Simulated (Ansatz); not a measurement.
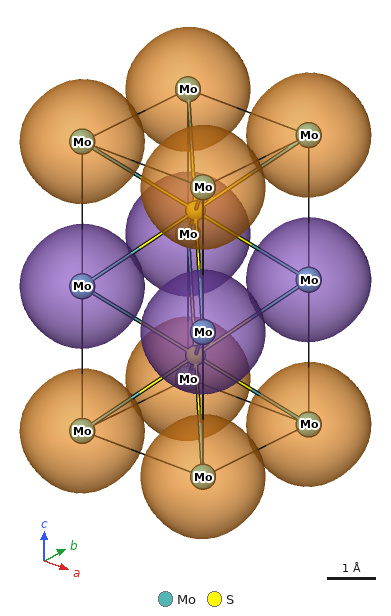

MoS. Isosurfaces of the spin density (up minus down) at +0.1 (orange) and −0.1 e/Å³ (purple), seen at an oblique angle. Sticks mark near contacts.

Space group Pm-3m; started from the CsCl (B2) prototype, which need not be the ambient phase; the SCF solution may not be the lowest one; Hubbard U of 4.38 eV on Mo d only; the program warned that a lower state may break the symmetry and another magnetic order may lie lower; spin-polarised.

These are results of Ansatz, DFT r2SCAN+U, scalar-relativistic, plane waves, PAW, not measurements.

Q: Describe the spin distribution.

A: The spin density sits on Mo: +3.5 μB and −3.5 μB in one cell of 4 atoms: antiferromagnetic in this solution, which needn't be the ground state, with some nearest magnetic neighbours parallel and some opposed. The cell of the calculation (4 atoms) carries 0.0 μB of net spin moment.
